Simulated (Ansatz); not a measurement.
```yaml
crystal:
  lattice:
    - [4.83550, 0.00000, 0.00000]
    - [0.00000, 4.83550, 0.00000]
    - [0.00000, 0.00000, 4.83550]
  atoms:
    - { symbol: Sb, position: [0.00000, 0.00000, 0.00000] }
    - { symbol: Sb, position: [0.50000, 0.50000, 0.00000] }
    - { symbol: Sb, position: [0.50000, 0.00000, 0.50000] }
    - { symbol: Sb, position: [0.00000, 0.50000, 0.50000] }
```

Space group Fm-3m; a structure from a database of computed crystals, not necessarily the ambient phase.

All numbers below come from Ansatz 0.2.0, Kohn-Sham DFT of a periodic cell, PBE, Ansatz PAW.

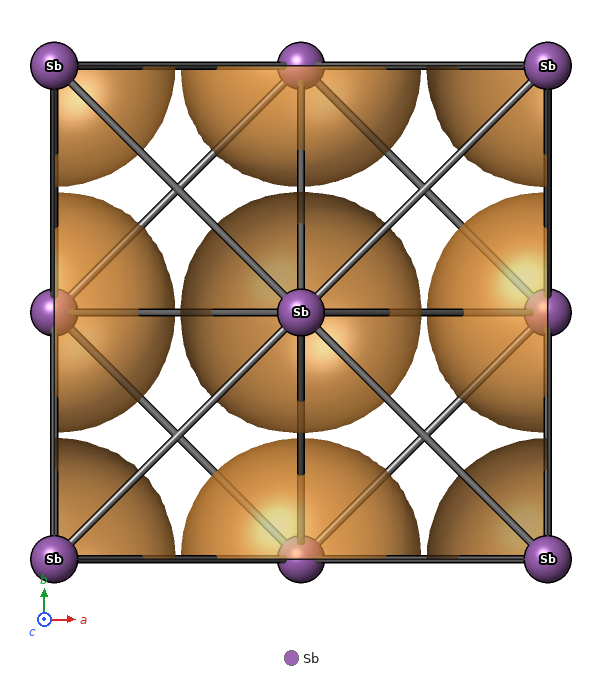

Sb. Isosurface of the valence pseudo-density at 0.3 e/Å³ (orange), seen along the c axis. Sticks mark near contacts.

The density is the valence pseudo-density of a PAW calculation; it isn't the true density close to the nuclei.

**What does this surface tell about the bonding?**

At this value the density breaks into separate islands; it holds about 80 % of the electrons treated as valence (semicore included). It bridges none of the near contacts. It is pinched off along the shortest Sb–Sb (3.42 Å) contacts. On the grid the lowest density along these lines, outside the cores, is 0.15 e/Å³ (Sb–Sb, 3.42 Å).

**Does the calculation make it a metal, or give it a gap?**

It is gapless in this calculation (a metal or semimetal).
